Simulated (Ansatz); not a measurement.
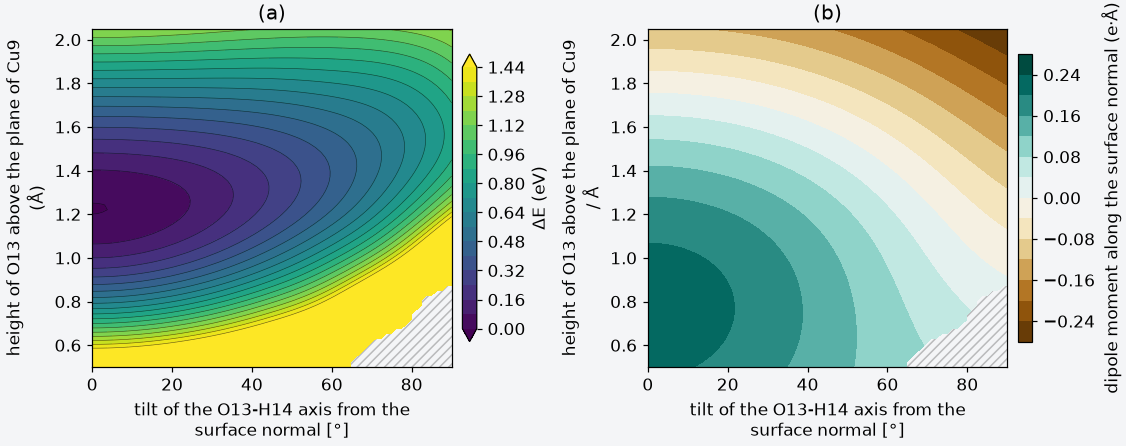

OH on a Cu(100) slab cut from the Fm-3m phase, its upper half relaxed before the scan (12 atoms of substrate and one adsorbate in a 2 × 2 cell). OH stands on one site of a rigid substrate while its tilt and height are varied at a fixed bond length; it sits over a hollow of the top layer over the deeper atom Cu5, heights counted from the top plane, tilted towards the diagonal of the 1 × 1 surface cell. First axis: tilt of the O13-H14 axis from the surface normal. Second axis: height of O13 above the plane of Cu9. Grid: 7 × 6 points. At 3 points there is no value (left out of the scan, as a rule where atoms come close). Points are written as (first, second). Energies are in eV, from the lowest grid point. These are results of DFT PBE, scalar-relativistic, plane waves, PAW in Ansatz, not measurements. Settings: cutoff 420 eV, k-mesh 5×5×1, gaussian smearing 0.1 eV, spin-polarised.

Panel (a) is the energy; panel (b) is the computed dipole moment along the surface normal, in e·Å.

In the figure: filled contours, one colour for all values above the top of the scale, hatched blanks where no value was computed. Between grid points the surface is interpolated.

Q: How does the dipole moment along the surface normal vary over the map, and what is it at the lowest grid point?

A: Leaving out the highest fifth of the energies, it runs from −0.28 e·Å at (90°, 2.05 Å) to 0.22 e·Å at (0°, 0.72 Å). At the lowest grid point, (0°, 1.20 Å), it is 0.18 e·Å. That point lies on the edge of the scan.

PAW datasets: the set soft_1.
